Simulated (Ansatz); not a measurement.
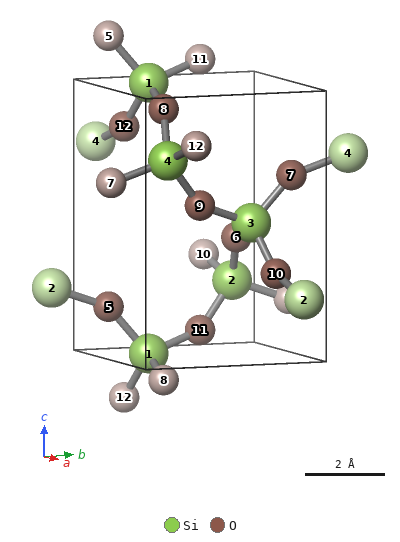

The structure as given in the input (ball-and-stick view of the cell of the calculation, seen slightly off an axis; neighbours outside the cell are drawn fainter; atoms are numbered from 1 in the order of the input). Near neighbours in the crystal (not all of them lie inside the picture): Si has 4 O at 1.59 to 1.60 Å; O has 2 Si at 1.59 to 1.60 Å.

**Run report: SiO$_{2}$, geometry relaxation (part 1 of 3)**

The run: geometry relaxation of SiO$_{2}$ (12 atoms in the cell). Method and program: DFT with r2SCAN, PAW plane waves, no spin polarisation (Ansatz 0.2.0).

The structure derives from an entry of the Crystallography Open Database. Figures and captions count atoms from 1; the log counts them from 0 in places.

## Input file
```yaml
crystal:
  lattice:
    - [4.97463277, 0.0, 0.0]
    - [0.0, 4.97463277, 0.0]
    - [0.0, 0.0, 6.97923143]
  atoms:
    - { symbol: Si, position: [0.29665, 0.29665, 0.0] }
    - { symbol: Si, position: [0.20335, 0.79665, 0.25] }
    - { symbol: Si, position: [0.70335, 0.70335, 0.5] }
    - { symbol: Si, position: [0.79665, 0.20335, 0.75] }
    - { symbol: O, position: [0.2406, 0.0966, 0.17468] }
    - { symbol: O, position: [0.4034, 0.7406, 0.42468] }
    - { symbol: O, position: [0.7594, 0.9034, 0.67468] }
    - { symbol: O, position: [0.5966, 0.2594, 0.92468] }
    - { symbol: O, position: [0.7406, 0.4034, 0.57532] }
    - { symbol: O, position: [0.9034, 0.7594, 0.32532] }
    - { symbol: O, position: [0.2594, 0.5966, 0.07532] }
    - { symbol: O, position: [0.0966, 0.2406, 0.82532] }
  symmetry: { tolerance: 0.0003 }
kpoints:
  mp_grid: { grid: [6, 6, 4], shift: [0, 0, 0] }
magnetization:
  spin_polarized: false
scf:
  occupations: { method: fermi_dirac, width: 0.05 }
  lower_state_search: "off"
hamiltonian:
  pseudopotentials: { kind: paw }
  xc: r2scan
basis:
  ecutwfc: 500
  fft_grid_basis: typed
relax:
  max_steps: 40
  cell: { p_target: 20.0 }
output:
  forces: true
  stress: true
  eigenvalues: true
  bader: true
  populations: true
  elf: true
  write_potential: true
  volumetric_format: npy
  dos:
    e_range: [-12, 8]
    de: 0.05
    projected: { site_lists: { O: [O], Si: [Si] } }
checkpoint:
  read: saved_state
```

Run as:
```bash
ansatz run input.yaml --threads 2 --pin off --max-ram 2560MiB --backend cpu --events-out ev --progress --plain --runs-dir out
```

## Log
```
Engine: ansatz 0.2.0, aarch64-unknown-linux-gnu
Pseudopotentials: kind: paw
Pseudopotential: Si, paw, valence charge 4, recommended cutoff 500 eV (meta_gga), Si.paw.azcp
Pseudopotential: O, paw, valence charge 6, recommended cutoff 500 eV (meta_gga), O.paw.azcp
Functional definition: r2SCAN
  parameter k0 = 0.174
  parameter k1 = 0.065
  parameter a1 = 4.9479
  exchange = r2scan_x(k0 = k0, k1 = k1, a1 = a1)
  correlation = r2scan_c
Crystal: 12 atoms, lattice volume = 172.715 Å³
Basis set: ecut = 500 eV, 4373 PW (Γ), exchange–correlation on 160×160×216 points (64 copies of the dense FFT grid, shifted against one another)
Bands: 44, of which v1, the nominal top of the filled ones, is band 32 counted from 1 (31 counted from 0)
Symmetry: 8 space group operations
Space group: P41212 (ITA 92), of the structure as read, at distance tolerance 1.7e-3 Å
k-points: 30 of 144 (time reversal used)
Non-local potential: Si, projectors of the file, l = 0: 2, l = 1: 2, l = 2: 2
Non-local potential: O, projectors of the file, l = 0: 2, l = 1: 2, l = 2: 1
PAW form: soft (Blöchl's): semilocal exchange-correlation on the pseudo side does not see the compensation charge
PAW frozen core: Si, regenerated for the run's functional (the file was generated under x = pbe(κ = 0.804, μ = 0.2195149727645171), c = pbe(β = 0.06672455060314922))
PAW frozen core: O, regenerated for the run's functional (the file was generated under x = pbe(κ = 0.804, μ = 0.2195149727645171), c = pbe(β = 0.06672455060314922))
PAW one-centre angular grid: Si, 302 points (default); XC on 160 Gauss nodes
PAW one-centre angular grid: O, 302 points (default); XC on 160 Gauss nodes
Initial density: read from a saved state, or passed on in memory by an earlier SCF of this step, an earlier step, the calling program or the single point that the run made first
Initial wavefunctions: pseudopotential atomic-orbital guess
Functional: x = r2scan, c = r2scan; τ floored in thin density (d = 2e-4 eV/Å³)
iter 1 solved again at ethr=2.10e-7 eV; its pass at ethr=3.10e-3 eV (dr2=1.34e-4 eV) is discarded
SCF iter   1: F=-7120.215952 eV  HF=-7120.208520 eV  |F-HF|=7.43e-3  |Δ(HF+E_count)|=         —  Δρ=5.84e-4  dr2=5.93e-5  dr2_τ=5.09e-4  ethr=2.10e-7  ⟨swp⟩=3.5  Hψ=10809  notcnv=0
preconditioner: auto → Resta (q_TF=auto, 2.312 Å⁻¹)  ε∞=2.6  [insulator: Δε(μ)=6.435 eV  Ē_g=18.071 eV  σ=0.050 eV  W_gap=1.00  n_scr=36 (ndim 8)  ℏωp=22.6 eV  f_vac=0.242  D(μ)=0.00/eV (n_scr^D=0)  ε∞_Penn≈2.6]
SCF iter   2: F=-7120.216048 eV  HF=-7120.215479 eV  |F-HF|=5.70e-4  |Δ(HF+E_count)|=   6.96e-3  Δρ=3.01e-4  dr2=2.11e-5  dr2_τ=1.26e-4  ethr=9.27e-8  ⟨swp⟩=2.0  Hψ=2640  notcnv=0
SCF iter   3: F=-7120.216058 eV  HF=-7120.216056 eV  |F-HF|=2.89e-6  |Δ(HF+E_count)|=   5.77e-4  Δρ=3.34e-5  dr2=1.18e-6  dr2_τ=4.19e-7  ethr=3.30e-8  ⟨swp⟩=2.0  Hψ=2400  notcnv=0
SCF iter   4: F=-7120.216059 eV  HF=-7120.216059 eV  |F-HF|=2.92e-7  |Δ(HF+E_count)|=   3.02e-6  Δρ=1.47e-5  dr2=2.32e-7  dr2_τ=9.33e-8  ethr=1.85e-9  ⟨swp⟩=2.0  Hψ=2251  notcnv=0
SCF iter   5: F=-7120.216059 eV  HF=-7120.216059 eV  |F-HF|=4.84e-8  |Δ(HF+E_count)|=   3.24e-7  Δρ=3.80e-6  dr2=3.34e-8  dr2_τ=2.59e-9  ethr=1.56e-10  ⟨swp⟩=11.5  Hψ=9461  notcnv=0
SCF 1 converged in 5 iterations: F = -7120.216059 eV  dr2 = 3.34e-8
  greatest PAW one-centre occupation: 0.871 electrons in one spin orbital (limit 2), on the O atom at site 11 (counted from 0), in its partial waves of l = 0
relax step   1: F+E_penalty+E_count = -7120.21605892 eV  Δ(F+E_penalty+E_count) = +0.000e0 eV  max|allowed force component| = 3.066e-1 eV/Å  Δτ_max = 0.0000 Å  P = +5.165 GPa  Ω = 172.715 Å³  (5 SCF iters, dr2 threshold 1.00e-7 eV, accepted)
Crystal: 12 atoms, lattice volume = 157.201 Å³
Basis set: ecut = 500 eV, 4009 PW (Γ), exchange–correlation on 160×160×216 points (64 copies of the dense FFT grid, shifted against one another)
Initial density: handed on by an earlier stage of this run
Initial wavefunctions: those handed on with the density
iter 1 solved again at ethr=1.08e-3 eV; its pass at ethr=3.10e-3 eV (dr2=6.92e-1 eV) is discarded
SCF iter   1: F=-7119.617812 eV  HF=-7121.277332 eV  |F-HF|=1.66e0  |Δ(HF+E_count)|=         —  Δρ=2.48e-2  dr2=6.91e-1  dr2_τ=5.83e0  ethr=1.08e-3  ⟨swp⟩=2.2  Hψ=7642  notcnv=0
preconditioner: auto → Resta (q_TF=auto, 2.349 Å⁻¹)  ε∞=2.6  [insulator: Δε(μ)=6.673 eV  Ē_g=18.550 eV  σ=0.050 eV  W_gap=1.00  n_scr=36 (ndim 8)  ℏωp=23.7 eV  f_vac=0.168  D(μ)=0.00/eV (n_scr^D=0)  ε∞_Penn≈2.6]
SCF iter   2: F=-7119.827662 eV  HF=-7119.828004 eV  |F-HF|=3.42e-4  |Δ(HF+E_count)|=    1.45e0  Δρ=1.24e-2  dr2=1.26e-1  dr2_τ=1.45e-2  ethr=1.08e-3  ⟨swp⟩=3.1  Hψ=3066  notcnv=0
SCF iter   3: F=-7119.839569 eV  HF=-7119.837534 eV  |F-HF|=2.04e-3  |Δ(HF+E_count)|=   9.53e-3  Δρ=3.51e-3  dr2=1.15e-2  dr2_τ=1.51e-3  ethr=1.97e-4  ⟨swp⟩=3.3  Hψ=2708  notcnv=0
SCF iter   4: F=-7119.841203 eV  HF=-7119.840893 eV  |F-HF|=3.10e-4  |Δ(HF+E_count)|=   3.36e-3  Δρ=6.18e-4  dr2=3.06e-4  dr2_τ=4.14e-5  ethr=1.80e-5  ⟨swp⟩=2.8  Hψ=2447  notcnv=0
SCF iter   5: F=-7119.841250 eV  HF=-7119.841238 eV  |F-HF|=1.18e-5  |Δ(HF+E_count)|=   3.46e-4  Δρ=1.15e-4  dr2=1.61e-5  dr2_τ=2.13e-6  ethr=4.78e-7  ⟨swp⟩=2.0  Hψ=2031  notcnv=0
SCF iter   6: F=-7119.841255 eV  HF=-7119.841254 eV  |F-HF|=5.94e-7  |Δ(HF+E_count)|=   1.63e-5  Δρ=1.85e-5  dr2=4.27e-7  dr2_τ=5.62e-8  ethr=1.87e-9  ⟨swp⟩=14.7  Hψ=13353  notcnv=0
SCF 2 converged in 6 iterations: F = -7119.841255 eV  dr2 = 4.27e-7
  greatest PAW one-centre occupation: 0.874 electrons in one spin orbital (limit 2), on the O atom at site 9 (counted from 0), in its partial waves of l = 0
relax step   2: F+E_penalty+E_count = -7119.84125489 eV  Δ(F+E_penalty+E_count) = +3.748e-1 eV  max|allowed force component| = 8.809e-1 eV/Å  Δτ_max = 0.1275 Å  P = +13.585 GPa  Ω = 157.201 Å³  energy of the carried Pulay correction = +5.865e-3 eV  (6 SCF iters, dr2 threshold 1.20e-6 eV, accepted)
Crystal: 12 atoms, lattice volume = 140.679 Å³
Basis set: ecut = 500 eV, 3591 PW (Γ), exchange–correlation on 160×160×216 points (64 copies of the dense FFT grid, shifted against one another)
iter 1 solved again at ethr=1.76e-3 eV; its pass at ethr=3.10e-3 eV (dr2=1.12e0 eV) is discarded
SCF iter   1: F=-7119.141518 eV  HF=-7121.396455 eV  |F-HF|=2.25e0  |Δ(HF+E_count)|=         —  Δρ=3.29e-2  dr2=1.13e0  dr2_τ=1.08e1  ethr=1.76e-3  ⟨swp⟩=1.6  Hψ=8083  notcnv=0
preconditioner: auto → Resta (q_TF=auto, 2.393 Å⁻¹)  ε∞=2.8  [insulator: Δε(μ)=6.837 eV  Ē_g=18.782 eV  σ=0.050 eV  W_gap=1.00  n_scr=36 (ndim 8)  ℏωp=25.0 eV  f_vac=0.074  D(μ)=0.00/eV (n_scr^D=0)  ε∞_Penn≈2.8]
SCF iter   2: F=-7119.506352 eV  HF=-7119.520662 eV  |F-HF|=1.43e-2  |Δ(HF+E_count)|=    1.88e0  Δρ=1.63e-2  dr2=1.93e-1  dr2_τ=2.15e-2  ethr=1.76e-3  ⟨swp⟩=3.1  Hψ=3068  notcnv=0
SCF iter   3: F=-7119.527591 eV  HF=-7119.525970 eV  |F-HF|=1.62e-3  |Δ(HF+E_count)|=   5.31e-3  Δρ=4.51e-3  dr2=1.70e-2  dr2_τ=2.23e-3  ethr=3.02e-4  ⟨swp⟩=3.5  Hψ=2737  notcnv=0
SCF iter   4: F=-7119.530272 eV  HF=-7119.529846 eV  |F-HF|=4.26e-4  |Δ(HF+E_count)|=   3.88e-3  Δρ=9.18e-4  dr2=5.33e-4  dr2_τ=7.64e-5  ethr=2.66e-5  ⟨swp⟩=2.0  Hψ=2519  notcnv=0
SCF iter   5: F=-7119.530361 eV  HF=-7119.530346 eV  |F-HF|=1.49e-5  |Δ(HF+E_count)|=   5.00e-4  Δρ=1.64e-4  dr2=2.15e-5  dr2_τ=3.86e-6  ethr=8.33e-7  ⟨swp⟩=2.8  Hψ=2576  notcnv=0
SCF iter   6: F=-7119.530366 eV  HF=-7119.530365 eV  |F-HF|=8.38e-7  |Δ(HF+E_count)|=   1.97e-5  Δρ=2.45e-5  dr2=7.80e-7  dr2_τ=6.43e-8  ethr=1.87e-9  ⟨swp⟩=10.4  Hψ=11227  notcnv=0
SCF 3 converged in 6 iterations: F = -7119.530366 eV  dr2 = 7.80e-7
  greatest PAW one-centre occupation: 0.875 electrons in one spin orbital (limit 2), on the O atom at site 4 (counted from 0), in its partial waves of l = 0
relax step   3: F+E_penalty+E_count = -7119.53036624 eV  Δ(F+E_penalty+E_count) = +3.109e-1 eV  max|allowed force component| = 9.229e-1 eV/Å  Δτ_max = 0.1845 Å  P = +18.169 GPa  Ω = 140.679 Å³  energy of the carried Pulay correction = +1.275e-2 eV  (6 SCF iters, dr2 threshold 1.20e-6 eV, accepted)
Crystal: 12 atoms, lattice volume = 126.619 Å³
Basis set: ecut = 500 eV, 3187 PW (Γ), exchange–correlation on 160×160×216 points (64 copies of the dense FFT grid, shifted against one another)
iter 1 solved again at ethr=1.76e-3 eV; its pass at ethr=3.10e-3 eV (dr2=1.13e0 eV) is discarded
SCF iter   1: F=-7118.794174 eV  HF=-7121.001767 eV  |F-HF|=2.21e0  |Δ(HF+E_count)|=         —  Δρ=3.42e-2  dr2=1.13e0  dr2_τ=1.15e1  ethr=1.76e-3  ⟨swp⟩=1.8  Hψ=7852  notcnv=0
preconditioner: auto → Resta (q_TF=auto, 2.435 Å⁻¹)  ε∞=3.0  [insulator: Δε(μ)=6.894 eV  Ē_g=18.817 eV  σ=0.050 eV  W_gap=1.00  n_scr=28 (ndim 8)  ℏωp=26.4 eV  f_vac=0.009  D(μ)=0.00/eV (n_scr^D=0)  ε∞_Penn≈3.0]
SCF iter   2: F=-7119.169241 eV  HF=-7119.205381 eV  |F-HF|=3.61e-2  |Δ(HF+E_count)|=    1.80e0  Δρ=1.72e-2  dr2=1.99e-1  dr2_τ=1.92e-2  ethr=1.76e-3  ⟨swp⟩=3.2  Hψ=3006  notcnv=0
SCF iter   3: F=-7119.196071 eV  HF=-7119.196430 eV  |F-HF|=3.59e-4  |Δ(HF+E_count)|=   8.95e-3  Δρ=4.33e-3  dr2=1.51e-2  dr2_τ=2.16e-3  ethr=3.11e-4  ⟨swp⟩=3.5  Hψ=2770  notcnv=0
SCF iter   4: F=-7119.199112 eV  HF=-7119.198673 eV  |F-HF|=4.39e-4  |Δ(HF+E_count)|=   2.24e-3  Δρ=1.07e-3  dr2=6.12e-4  dr2_τ=8.17e-5  ethr=2.36e-5  ⟨swp⟩=2.0  Hψ=2486  notcnv=0  defer=3
SCF iter   5: F=-7119.199199 eV  HF=-7119.199187 eV  |F-HF|=1.15e-5  |Δ(HF+E_count)|=   5.14e-4  Δρ=1.81e-4  dr2=2.01e-5  dr2_τ=4.70e-6  ethr=9.57e-7  ⟨swp⟩=2.8  Hψ=2542  notcnv=0  defer=3
SCF iter   6: F=-7119.199204 eV  HF=-7119.199203 eV  |F-HF|=7.96e-7  |Δ(HF+E_count)|=   1.58e-5  Δρ=2.74e-5  dr2=8.46e-7  dr2_τ=7.21e-8  ethr=1.87e-9  ⟨swp⟩=10.6  Hψ=11205  notcnv=0
SCF 4 converged in 6 iterations: F = -7119.199204 eV  dr2 = 8.46e-7
  greatest PAW one-centre occupation: 0.875 electrons in one spin orbital (limit 2), on the O atom at site 11 (counted from 0), in its partial waves of l = 0
relax step   4: F+E_penalty+E_count = -7119.19920371 eV  Δ(F+E_penalty+E_count) = +3.312e-1 eV  max|allowed force component| = 3.816e-1 eV/Å  Δτ_max = 0.1993 Å  P = +16.997 GPa  Ω = 126.619 Å³  energy of the carried Pulay correction = +1.922e-2 eV  (6 SCF iters, dr2 threshold 1.20e-6 eV, accepted)
Crystal: 12 atoms, lattice volume = 112.893 Å³
Basis set: ecut = 500 eV, 2873 PW (Γ), exchange–correlation on 160×160×216 points (64 copies of the dense FFT grid, shifted against one another)
iter 1 solved again at ethr=1.58e-3 eV; its pass at ethr=3.10e-3 eV (dr2=1.01e0 eV) is discarded
SCF iter   1: F=-7117.444725 eV  HF=-7119.385768 eV  |F-HF|=1.94e0  |Δ(HF+E_count)|=         —  Δρ=3.55e-2  dr2=1.01e0  dr2_τ=1.03e1  ethr=1.58e-3  ⟨swp⟩=1.5  Hψ=7717  notcnv=0
preconditioner: auto → Resta (q_TF=auto, 2.482 Å⁻¹)  ε∞=3.2  [insulator: Δε(μ)=6.713 eV  Ē_g=18.838 eV  σ=0.050 eV  W_gap=1.00  n_scr=28 (ndim 8)  ℏωp=28.0 eV  f_vac=0.000  D(μ)=0.00/eV (n_scr^D=0)  ε∞_Penn≈3.2]
SCF iter   2: F=-7117.784408 eV  HF=-7117.812001 eV  |F-HF|=2.76e-2  |Δ(HF+E_count)|=    1.57e0  Δρ=1.82e-2  dr2=1.87e-1  dr2_τ=1.85e-2  ethr=1.58e-3  ⟨swp⟩=3.1  Hψ=3023  notcnv=0
SCF iter   3: F=-7117.809288 eV  HF=-7117.809061 eV  |F-HF|=2.26e-4  |Δ(HF+E_count)|=   2.94e-3  Δρ=4.39e-3  dr2=1.32e-2  dr2_τ=2.00e-3  ethr=2.93e-4  ⟨swp⟩=3.2  Hψ=2679  notcnv=0
SCF iter   4: F=-7117.811824 eV  HF=-7117.811499 eV  |F-HF|=3.25e-4  |Δ(HF+E_count)|=   2.44e-3  Δρ=1.00e-3  dr2=4.53e-4  dr2_τ=6.73e-5  ethr=2.07e-5  ⟨swp⟩=2.2  Hψ=2415  notcnv=0
SCF iter   5: F=-7117.811897 eV  HF=-7117.811892 eV  |F-HF|=5.50e-6  |Δ(HF+E_count)|=   3.93e-4  Δρ=1.66e-4  dr2=1.56e-5  dr2_τ=3.89e-6  ethr=7.07e-7  ⟨swp⟩=2.5  Hψ=2359  notcnv=0
SCF iter   6: F=-7117.811902 eV  HF=-7117.811902 eV  |F-HF|=4.36e-7  |Δ(HF+E_count)|=   9.78e-6  Δρ=2.45e-5  dr2=4.78e-7  dr2_τ=5.53e-8  ethr=1.87e-9  ⟨swp⟩=14.1  Hψ=12574  notcnv=0
SCF 5 converged in 6 iterations: F = -7117.811902 eV  dr2 = 4.78e-7
  greatest PAW one-centre occupation: 0.876 electrons in one spin orbital (limit 2), on the O atom at site 11 (counted from 0), in its partial waves of l = 0
relax step   5: F+E_penalty+E_count = -7117.81190201 eV  Δ(F+E_penalty+E_count) = +1.387e0 eV  max|allowed force component| = 3.747e-1 eV/Å  Δτ_max = 0.1950 Å  P = +19.636 GPa  Ω = 112.893 Å³  energy of the carried Pulay correction = +2.614e-2 eV  (6 SCF iters, dr2 threshold 1.20e-6 eV, accepted)
Crystal: 12 atoms, lattice volume = 115.759 Å³
Basis set: ecut = 500 eV, 2929 PW (Γ), exchange–correlation on 160×160×216 points (64 copies of the dense FFT grid, shifted against one another)
iter 1 solved again at ethr=8.38e-5 eV; its pass at ethr=3.10e-3 eV (dr2=5.37e-2 eV) is discarded
```
